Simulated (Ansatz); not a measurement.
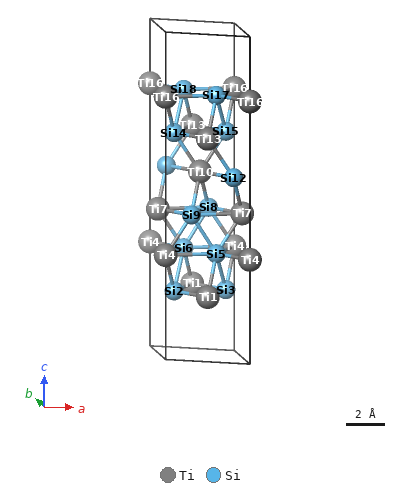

Fig. 1: The structure as given in the input (ball-and-stick view of the cell of the calculation, with the vacuum cut short, seen slightly off an axis; atoms are numbered from 1 in the order of the input).

# Geometry relaxation, with input and output: TiSi₂ (part 1 of 3)

- system: TiSi₂ (slab, 18 atoms in the cell)
- method: DFT PBE, scalar-relativistic, plane waves, PAW, no spin polarisation (Ansatz 0.2.0)

The structure derives from a Materials Project entry. It belongs to a series of runs on one base structure; here: (0 0 1) slab, atoms relaxed. Figures and captions count atoms from 1; the log counts them from 0 in places.

**Input file**
```yaml
crystal:
  lattice:
    - [4.7827940929, 0.0, 0.0]
    - [-2.3669914019, 4.1560162462, 0.0]
    - [0.0, 0.0, 25.7004598267]
  atoms:
    - { symbol: Ti, position: [0.5, 0.0, 0.2918235724] }
    - { symbol: Si, position: [0.1630629673, 0.3369370327, 0.2918235724] }
    - { symbol: Si, position: [0.8369370327, 0.6630629673, 0.2918235724] }
    - { symbol: Ti, position: [0.0, 0.0, 0.3750941435] }
    - { symbol: Si, position: [0.6630629673, 0.3369370327, 0.3750941435] }
    - { symbol: Si, position: [0.3369370327, 0.6630629673, 0.3750941435] }
    - { symbol: Ti, position: [0.0, 0.5, 0.4583647145] }
    - { symbol: Si, position: [0.6630629673, 0.8369370327, 0.4583647145] }
    - { symbol: Si, position: [0.3369370327, 0.1630629673, 0.4583647145] }
    - { symbol: Ti, position: [0.5, 0.5, 0.5416352855] }
    - { symbol: Si, position: [0.1630629673, 0.8369370327, 0.5416352855] }
    - { symbol: Si, position: [0.8369370327, 0.1630629673, 0.5416352855] }
    - { symbol: Ti, position: [0.5, 0.0, 0.6249058565] }
    - { symbol: Si, position: [0.1630629673, 0.3369370327, 0.6249058565] }
    - { symbol: Si, position: [0.8369370327, 0.6630629673, 0.6249058565] }
    - { symbol: Ti, position: [0.0, 0.0, 0.7081764276] }
    - { symbol: Si, position: [0.6630629673, 0.3369370327, 0.7081764276] }
    - { symbol: Si, position: [0.3369370327, 0.6630629673, 0.7081764276] }
basis:
  ecutwfc: 420
kpoints:
  mp_grid: { grid: [8, 8, 1] }
hamiltonian:
  xc: pbe
scf:
  occupations: { method: gaussian, width: 0.1 }
output:
  forces: true
  eigenvalues: true
  write_density: true
  write_potential: true
  elf: true
  volumetric_format: npy
relax:
  adjacent_minimum: "off"
  f_tol: 0.02
  max_steps: 60
efield:
  axis: 3
  dipole_correction: true
  ramp_width: 0.04
```

Machine: 4 threads of Arm Neoverse V2, 128 GiB of memory available, shared host.

Launched with:
```bash
ansatz run input.yaml --threads 4 --pin off --max-ram 8192MiB --backend cpu --events-out ev --progress --plain --runs-dir out
```

**The program's output**
```
Engine: ansatz 0.2.0, aarch64-unknown-linux-gnu
Pseudopotentials: kind: paw
Pseudopotential: Ti, paw, valence charge 12, recommended cutoff 420 eV (normal), Ti.paw.azcp
Pseudopotential: Si, paw, valence charge 4, recommended cutoff 420 eV (normal), Si.paw.azcp
Functional definition: PBE
  parameter kappa = 0.804
  parameter beta = 0.06672455060314922
  exchange = pbe_x(kappa = kappa, mu = beta*pi^2/3)
  correlation = pbe_c(beta = beta)
Crystal: 18 atoms, lattice volume = 510.858 Å³
Basis set: ecut = 420 eV, 9853 PW (Γ), exchange–correlation on 64×64×360 points (8 copies of the dense FFT grid, shifted against one another)
Bands: 78, of which v1, the nominal top of the filled ones, is band 60 counted from 1 (59 counted from 0)
Symmetry: 2 space group operations
k-points: 34 of 64
Non-local potential: Ti, projectors of the file, l = 0: 3, l = 1: 2, l = 2: 3, l = 3: 1
Non-local potential: Si, projectors of the file, l = 0: 2, l = 1: 2, l = 2: 2
PAW form: soft (Blöchl's): semilocal exchange-correlation on the pseudo side does not see the compensation charge
PAW one-centre angular grid: Ti, 590 points (default); XC on 64 Gauss nodes
PAW one-centre angular grid: Si, 110 points (default); XC on 64 Gauss nodes
Initial density: superposition of atomic densities (neutral atoms: chi_scale 0, normalization atom), corrected by the library's trained network
Initial wavefunctions: pseudopotential atomic-orbital guess
Functional: x = pbe(κ = 0.804, μ = 0.2195149727645171), c = pbe(β = 0.06672455060314922)
SCF iter   1: F=—  HF=-22633.125704 eV  |F-HF|=—  |Δ(HF+E_count)|=         —  Δρ=7.67e-3  dr2=3.30e0  ethr=1.77e-3  p=0.000 e·Å  D=4.65e-14 V/Å  ΔV_dip=-0.00 eV  dr2_dipole=7.87e-8  V_vac-E_F(+/−)=4.11/4.11 eV  ⟨swp⟩=9.0  Hψ=13680  notcnv=0
efield: sawtooth ramp at fractional position 0.9800 (placed from the atoms, in the widest stretch of the axis that holds none; the zero of the levels goes with the place), width 0.0400; the density the first Hamiltonian is built on has a dipole p = 0.000 e·Å; the dipole correction subtracts the counter field D = 4.65e-14 V/Å, which shifts the + side's vacuum level by -0.00 eV against the − side's; the planar-averaged density in the ramp window peaks in size at 7.7e-6 e/Å³
preconditioner: auto → LDOS  [metal: Δε(μ)=0.004 eV  Ē_g=5.821 eV  σ=0.100 eV  W_gap=0.02  n_scr=94 (ndim 8)  ℏωp=13.9 eV  f_vac=0.431  D(μ)=9.20/eV (n_scr^D=64)  β→1.0]
SCF iter   2: F=—  HF=-22633.048329 eV  |F-HF|=—  |Δ(HF+E_count)|=   7.74e-2  Δρ=3.00e-3  dr2=3.89e-1  ethr=1.77e-3  p=0.000 e·Å  D=8.34e-6 V/Å  ΔV_dip=-0.00 eV  dr2_dipole=4.81e-8  V_vac-E_F(+/−)=3.80/3.80 eV  ⟨swp⟩=2.0  Hψ=3215  notcnv=0  defer=227
SCF iter   3: F=—  HF=-22633.034502 eV  |F-HF|=—  |Δ(HF+E_count)|=   1.38e-2  Δρ=5.35e-4  dr2=5.95e-3  ethr=3.24e-4  p=0.000 e·Å  D=5.01e-6 V/Å  ΔV_dip=-0.00 eV  dr2_dipole=5.71e-9  V_vac-E_F(+/−)=3.81/3.81 eV  ⟨swp⟩=1.6  Hψ=2507  notcnv=0  defer=290
SCF iter   4: F=—  HF=-22633.035458 eV  |F-HF|=—  |Δ(HF+E_count)|=   9.56e-4  Δρ=2.10e-4  dr2=8.89e-4  ethr=4.96e-6  p=0.000 e·Å  D=3.94e-6 V/Å  ΔV_dip=-0.00 eV  dr2_dipole=3.75e-11  V_vac-E_F(+/−)=3.79/3.79 eV  ⟨swp⟩=2.5  Hψ=3894  notcnv=0  defer=234
SCF iter   5: F=—  HF=-22633.035468 eV  |F-HF|=—  |Δ(HF+E_count)|=   9.89e-6  Δρ=4.54e-5  dr2=2.08e-5  ethr=7.41e-7  p=0.000 e·Å  D=2.36e-6 V/Å  ΔV_dip=-0.00 eV  dr2_dipole=2.19e-10  V_vac-E_F(+/−)=3.79/3.79 eV  ⟨swp⟩=2.1  Hψ=3131  notcnv=0  defer=234
SCF iter   6: F=-22633.035475 eV  HF=-22633.035481 eV  |F-HF|=6.43e-6  |Δ(HF+E_count)|=   1.32e-5  Δρ=2.09e-5  dr2=9.15e-6  ethr=8.33e-9  p=0.000 e·Å  D=1.21e-6 V/Å  ΔV_dip=-0.00 eV  dr2_dipole=7.27e-11  V_vac-E_F(+/−)=3.79/3.79 eV  ⟨swp⟩=29.7  Hψ=33167  notcnv=0
SCF 1 converged in 6 iterations: F = -22633.035475 eV  dr2 = 9.15e-6
  greatest PAW one-centre occupation: 0.999 electrons in one spin orbital (limit 2), on the Ti atom at site 12 (counted from 0), in its partial waves of l = 0
relax step   1: F+E_penalty+E_count = -22633.03547474 eV  Δ(F+E_penalty+E_count) = +0.000e0 eV  max|allowed force component| = 2.129e-1 eV/Å  Δτ_max = 0.0000 Å  (6 SCF iters, dr2 threshold 1.00e-5 eV, accepted)
Initial density: handed on by an earlier stage of this run
Initial wavefunctions: those handed on with the density
iter 1 solved again at ethr=3.17e-5 eV; its pass at ethr=3.10e-3 eV (dr2=3.81e-2 eV) is discarded
SCF iter   1: F=—  HF=-22633.057724 eV  |F-HF|=—  |Δ(HF+E_count)|=         —  Δρ=1.58e-3  dr2=3.93e-2  ethr=3.17e-5  p=0.000 e·Å  D=1.21e-6 V/Å  ΔV_dip=-0.00 eV  dr2_dipole=1.08e-10  V_vac-E_F(+/−)=3.77/3.77 eV  ⟨swp⟩=2.0  Hψ=7061  notcnv=0  defer=291
efield: sawtooth ramp at fractional position 0.9800 (handed on by an earlier solve), width 0.0400; the density the first Hamiltonian is built on has a dipole p = 0.000 e·Å; the dipole correction subtracts the counter field D = 1.21e-6 V/Å, which shifts the + side's vacuum level by -0.00 eV against the − side's; the planar-averaged density in the ramp window peaks in size at 9.9e-7 e/Å³
preconditioner: auto → LDOS  [metal: Δε(μ)=0.005 eV  Ē_g=5.803 eV  σ=0.100 eV  W_gap=0.03  n_scr=94 (ndim 8)  ℏωp=13.9 eV  f_vac=0.427  D(μ)=11.11/eV (n_scr^D=82)  β→1.0]
SCF iter   2: F=—  HF=-22633.054192 eV  |F-HF|=—  |Δ(HF+E_count)|=   3.53e-3  Δρ=7.89e-4  dr2=8.84e-3  ethr=3.17e-5  p=0.000 e·Å  D=4.27e-7 V/Å  ΔV_dip=-0.00 eV  dr2_dipole=2.21e-11  V_vac-E_F(+/−)=3.76/3.76 eV  ⟨swp⟩=2.1  Hψ=3436  notcnv=0  defer=291
SCF iter   3: F=—  HF=-22633.052979 eV  |F-HF|=—  |Δ(HF+E_count)|=   1.21e-3  Δρ=2.13e-4  dr2=7.59e-4  ethr=7.37e-6  p=0.000 e·Å  D=3.30e-7 V/Å  ΔV_dip=-0.00 eV  dr2_dipole=1.52e-11  V_vac-E_F(+/−)=3.76/3.76 eV  ⟨swp⟩=3.4  Hψ=5110  notcnv=0  defer=291
SCF iter   4: F=—  HF=-22633.053130 eV  |F-HF|=—  |Δ(HF+E_count)|=   1.51e-4  Δρ=6.60e-5  dr2=4.63e-5  ethr=6.32e-7  p=0.000 e·Å  D=1.72e-7 V/Å  ΔV_dip=-0.00 eV  dr2_dipole=1.27e-14  V_vac-E_F(+/−)=3.75/3.75 eV  ⟨swp⟩=2.2  Hψ=3637  notcnv=0  defer=291
SCF iter   5: F=—  HF=-22633.053130 eV  |F-HF|=—  |Δ(HF+E_count)|=   2.32e-7  Δρ=2.16e-5  dr2=5.76e-6  ethr=3.86e-8  p=0.000 e·Å  D=9.86e-8 V/Å  ΔV_dip=-0.00 eV  dr2_dipole=1.28e-12  V_vac-E_F(+/−)=3.75/3.75 eV  ⟨swp⟩=2.4  Hψ=4269  notcnv=0  defer=291
SCF iter   6: F=-22633.053131 eV  HF=-22633.053131 eV  |F-HF|=1.62e-7  |Δ(HF+E_count)|=   1.30e-6  Δρ=6.91e-6  dr2=7.96e-7  ethr=2.36e-9  p=0.000 e·Å  D=4.11e-8 V/Å  ΔV_dip=-0.00 eV  dr2_dipole=4.80e-13  V_vac-E_F(+/−)=3.75/3.75 eV  ⟨swp⟩=25.2  Hψ=29674  notcnv=0
SCF 2 converged in 6 iterations: F = -22633.053131 eV  dr2 = 7.96e-7
  Residual-converged pass: ⟨swp⟩=1.1  Hψ=2791  notcnv=0  max |occ|·‖R‖ = 7.0e-9 eV (tolerance 1.0e-8 eV)  dr2=7.96e-7  dr2_onsite=1.26e-8  max |Δocc| = 2.2e-10
relax step   2: F+E_penalty+E_count = -22633.05313091 eV  Δ(F+E_penalty+E_count) = -1.766e-2 eV  max|allowed force component| = 1.073e-1 eV/Å  Δτ_max = 0.0204 Å  (6 SCF iters, dr2 threshold 2.83e-6 eV, accepted)
SCF iter   1: F=—  HF=-22633.064927 eV  |F-HF|=—  |Δ(HF+E_count)|=         —  Δρ=1.19e-3  dr2=2.02e-2  ethr=2.46e-4  p=0.000 e·Å  D=4.11e-8 V/Å  ΔV_dip=-0.00 eV  dr2_dipole=1.06e-13  V_vac-E_F(+/−)=3.74/3.74 eV  ⟨swp⟩=2.0  Hψ=4447  notcnv=0  defer=272
efield: sawtooth ramp at fractional position 0.9800 (handed on by an earlier solve), width 0.0400; the density the first Hamiltonian is built on has a dipole p = 0.000 e·Å; the dipole correction subtracts the counter field D = 4.11e-8 V/Å, which shifts the + side's vacuum level by -0.00 eV against the − side's; the planar-averaged density in the ramp window peaks in size at 1.0e-6 e/Å³
preconditioner: auto → LDOS  [metal: Δε(μ)=0.006 eV  Ē_g=5.813 eV  σ=0.100 eV  W_gap=0.04  n_scr=94 (ndim 8)  ℏωp=13.9 eV  f_vac=0.428  D(μ)=11.05/eV (n_scr^D=82)  β→1.0]
SCF iter   2: F=—  HF=-22633.063245 eV  |F-HF|=—  |Δ(HF+E_count)|=   1.68e-3  Δρ=7.61e-4  dr2=6.94e-3  ethr=1.69e-5  p=-0.000 e·Å  D=-3.85e-8 V/Å  ΔV_dip=0.00 eV  dr2_dipole=1.84e-14  V_vac-E_F(+/−)=3.71/3.71 eV  ⟨swp⟩=3.1  Hψ=5391  notcnv=0  defer=269
SCF iter   3: F=—  HF=-22633.061878 eV  |F-HF|=—  |Δ(HF+E_count)|=   1.37e-3  Δρ=1.81e-4  dr2=5.29e-4  ethr=5.79e-6  p=0.000 e·Å  D=1.24e-8 V/Å  ΔV_dip=-0.00 eV  dr2_dipole=4.50e-14  V_vac-E_F(+/−)=3.72/3.72 eV  ⟨swp⟩=2.1  Hψ=3540  notcnv=0  defer=269
SCF iter   4: F=—  HF=-22633.062026 eV  |F-HF|=—  |Δ(HF+E_count)|=   1.48e-4  Δρ=6.85e-5  dr2=5.88e-5  ethr=4.41e-7  p=-0.000 e·Å  D=-5.99e-9 V/Å  ΔV_dip=0.00 eV  dr2_dipole=1.94e-13  V_vac-E_F(+/−)=3.71/3.71 eV  ⟨swp⟩=2.4  Hψ=3854  notcnv=0  defer=269
SCF iter   5: F=—  HF=-22633.062021 eV  |F-HF|=—  |Δ(HF+E_count)|=   4.94e-6  Δρ=2.93e-5  dr2=1.01e-5  ethr=4.90e-8  p=0.000 e·Å  D=2.64e-9 V/Å  ΔV_dip=-0.00 eV  dr2_dipole=2.52e-13  V_vac-E_F(+/−)=3.71/3.71 eV  ⟨swp⟩=2.5  Hψ=4279  notcnv=0  defer=269
SCF iter   6: F=—  HF=-22633.062023 eV  |F-HF|=—  |Δ(HF+E_count)|=   1.96e-6  Δρ=9.12e-6  dr2=9.68e-7  ethr=8.40e-9  p=-0.000 e·Å  D=-5.70e-9 V/Å  ΔV_dip=0.00 eV  dr2_dipole=1.40e-17  V_vac-E_F(+/−)=3.71/3.71 eV  ⟨swp⟩=2.0  Hψ=3247  notcnv=0  defer=269
SCF iter   7: F=-22633.062024 eV  HF=-22633.062024 eV  |F-HF|=8.21e-8  |Δ(HF+E_count)|=   2.75e-7  Δρ=2.78e-6  dr2=6.27e-8  ethr=6.00e-10  p=-0.000 e·Å  D=-6.16e-9 V/Å  ΔV_dip=0.00 eV  dr2_dipole=1.56e-14  V_vac-E_F(+/−)=3.71/3.71 eV  ⟨swp⟩=23.5  Hψ=25667  notcnv=0
SCF 3 converged in 7 iterations: F = -22633.062024 eV  dr2 = 6.27e-8
  greatest PAW one-centre occupation: 0.999 electrons in one spin orbital (limit 2), on the Ti atom at site 3 (counted from 0), in its partial waves of l = 0
relax step   3: F+E_penalty+E_count = -22633.06202362 eV  Δ(F+E_penalty+E_count) = -8.893e-3 eV  max|allowed force component| = 9.557e-2 eV/Å  Δτ_max = 0.0219 Å  (7 SCF iters, dr2 threshold 7.20e-7 eV, accepted)
```
